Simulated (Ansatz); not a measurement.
**A Fermi-surface study of TiAl3 in space group Pm-3m**

```yaml
crystal:
  lattice:
    - [3.95567, 0.00000, 0.00000]
    - [0.00000, 3.95567, 0.00000]
    - [0.00000, 0.00000, 3.95567]
  atoms:
    - { symbol: Ti, position: [0.00000, 0.00000, 0.00000] }
    - { symbol: Al, position: [0.50000, 0.50000, 0.00000] }
    - { symbol: Al, position: [0.50000, 0.00000, 0.50000] }
    - { symbol: Al, position: [0.00000, 0.50000, 0.50000] }
```

Level of theory: Ansatz 0.2.0, DFT PBE, scalar-relativistic, plane waves, PAW; levels and slopes on a dense k mesh at the converged density. No spin polarisation. Mesh 30×30×30, interpolated with the band slopes. Unrelaxed database geometry. The cell comes from a database of computed structures, not from a measurement.

### 1. The sheets

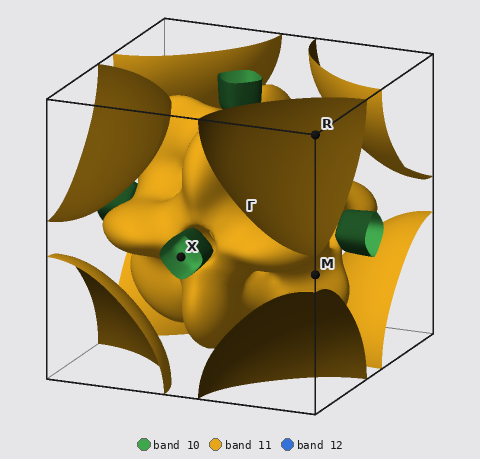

The figure shows the computed Fermi surface of this crystal. Each colour is one band. The brighter face of a sheet looks towards empty states.

> What does each sheet look like, and where are the electron and hole pockets?

Three bands cross the Fermi level; this is a three-dimensional metal.

Band 10: three hole pockets centred at X (each 0.38 % of the zone).
Band 11: one electron pocket centred at R (30 % of the zone) and one electron pocket in a ring or shell around Γ (20 % of the zone).
Band 12: twelve electron pockets on the M–Γ line (each 0.14 % of the zone).
A pocket cut by a face of the zone is counted once with the part on the opposite face.

> What does the calculation give for N(E_F) and the Drude plasma frequency?

The density of states at the Fermi level is 2.2 states/eV per primitive cell. The intraband plasma frequency is 5.7 eV in all directions.

### 2. Speeds

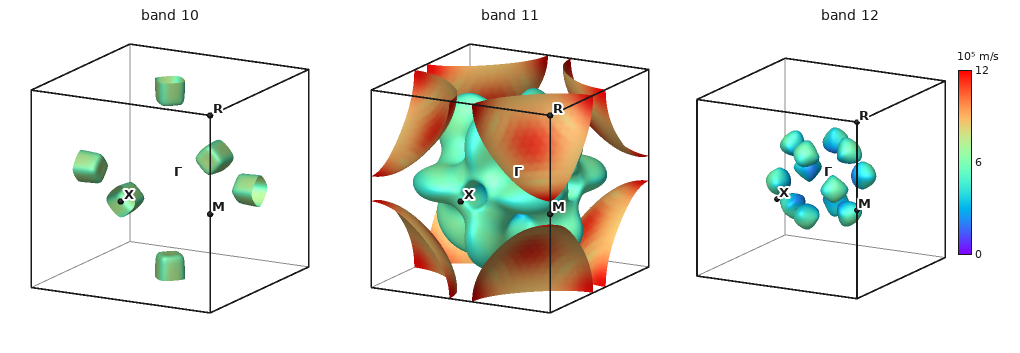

Fermi surface of this crystal, coloured by the Fermi speed.

> How fast are the electrons on each sheet?

Band 10: 5.4 to 7.5 × 10⁵ m/s over most of the sheet, 6.4 × 10⁵ m/s on average over states. Band 11: 2.1 to 11 × 10⁵ m/s over most of the sheet, 5.8 × 10⁵ m/s on average over states. Band 12: 2.2 to 5.8 × 10⁵ m/s over most of the sheet, 3.9 × 10⁵ m/s on average over states.

> Which of these bands adds most to the density of states at the Fermi level?

Band 11, with 1.7 of 2.2 states/eV per cell.

### 3. Cuts and bands

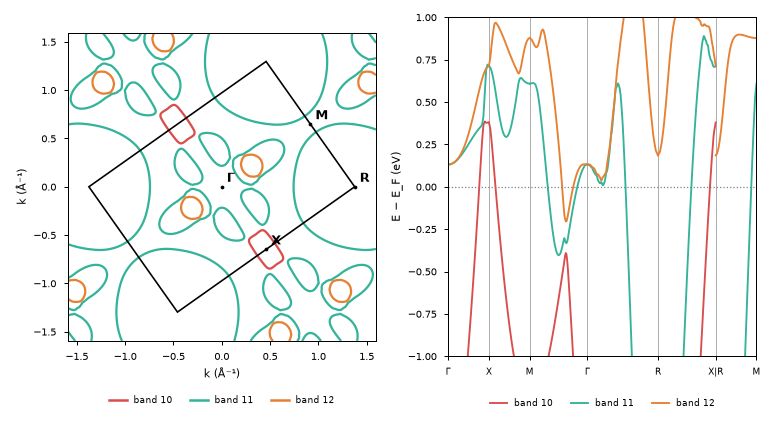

This crystal: cut through the Fermi surface in the plane through Γ, R and M, and the bands that cross the Fermi level.

> Give each band's level at the labelled points, in eV from the Fermi level.

```csv
band,Γ,R,M,X
band 10,below,below,below,+0.38
band 11,+0.13,below,+0.61,+0.71
band 12,+0.13,+0.19,+0.88,+0.71
```

Negative values are filled states; "above" and "below" lie outside the plotted window.

A magnetic state wasn't tried and may lie lower. Necks and pockets thinner than about two mesh steps aren't resolved, so separate pockets may in truth be joined.

The run (self-consistency and the dense mesh) took 31 s on 1 thread of Arm Neoverse V2, on a shared host, peak memory 0.63 GiB.
